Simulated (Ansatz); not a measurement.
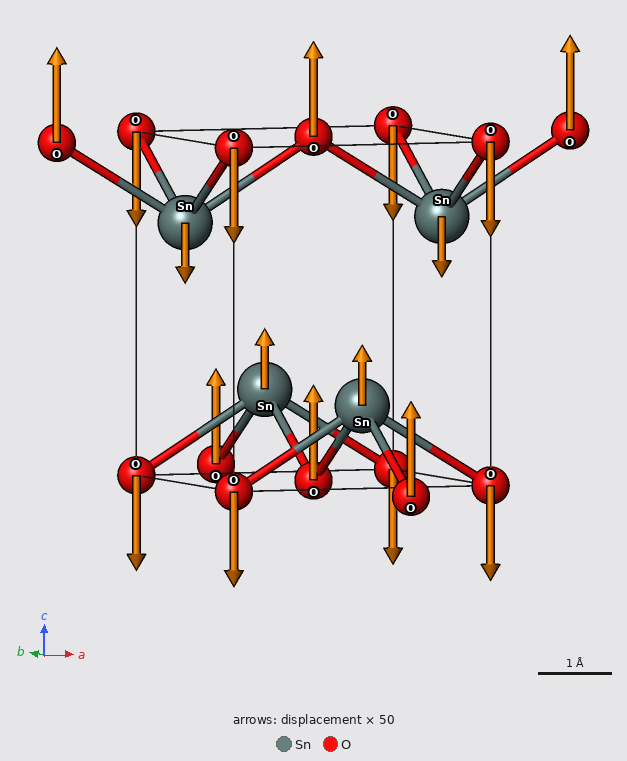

Solid SnO (built on the measured structure type). The orange arrows show how the atoms are displaced (without the part that the change of the cell carries along), magnified 50 times. Besides, the cell is strained by −2.9 % along a and none across it (volume −2.9 %). Style: ball-and-stick. Shown: the cell of the calculation, from a free direction.

Computed with DFT, PBE, plane waves, PAW (Ansatz 0.2.0). Settings: plane-wave cutoff 420 eV; k-point mesh 6 × 6 × 6; occupations fermi dirac; smearing width 0.02 eV; no spin polarisation.

Q: Describe the displacements and the computed response.

A: Atoms are displaced by up to 0.03 Å (root mean square over those that move 0.02 Å) relative to the cell. No relaxation follows. Energy change: +17.5 meV per atom. The pressure goes from 5.4 to 7.7 GPa. The principal stresses (compression positive) are 8.9 GPa along a, 8.7 GPa along b, 5.5 GPa along c. The largest forces, 0.5 eV/Å, act on 2 Sn atoms of the calculation's cell. Among the bonded contacts that change: O–Sn 2.216 → 2.193 to 2.211 Å. The space group (tolerance 0.01 Å) goes from P4/nmm (No. 129) to Pmmn (No. 59).
